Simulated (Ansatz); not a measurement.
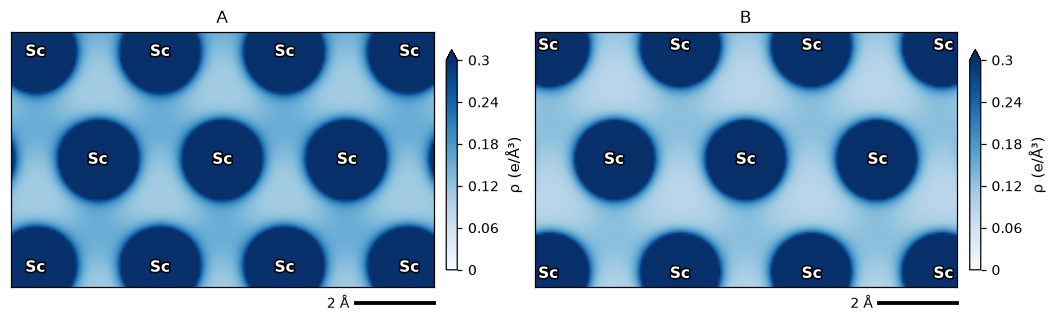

Sc. The valence electron density of two cells that differ in size, on the (001) plane of each (indices in the axes of the calculation cell), at one length scale and on one colour scale; one has 22.7 and the other 26.8 Å³ an atom.

The calculation used Ansatz 0.2.0, DFT, RPBE, plane waves (420 eV) with PAW, scalar-relativistic.

In a PAW calculation such maps are meaningful between the atoms, not at the nuclei.

The larger cell:

```yaml
crystal:
  lattice:
    - [3.38235, 0.00000, 0.00000]
    - [-1.69117, 2.92920, 0.00000]
    - [0.00000, 0.00000, 10.80819]
  atoms:
    - { symbol: Sc, position: [0.00000, 0.00000, 0.00000] }
    - { symbol: Sc, position: [0.00000, 0.00000, 0.50000] }
    - { symbol: Sc, position: [0.33333, 0.66667, 0.25000] }
    - { symbol: Sc, position: [0.66667, 0.33333, 0.75000] }
```

The smaller cell: a = 3.199 Å, b = 3.199 Å, c = 10.223 Å, α = 90.00°, β = 90.00°, γ = 120.00°.

### Which is the denser cell? Describe the effect of the change.

Panel A is the smaller cell, by 15 % in volume. From the larger cell to the smaller, Sc–Sc goes from 3.38 to 3.20 Å, and the density at its midpoint from 0.1 to 0.13 e/Å³, the ELF there from 0.30 to 0.25; the pressure goes from −1.8 to 8 GPa.
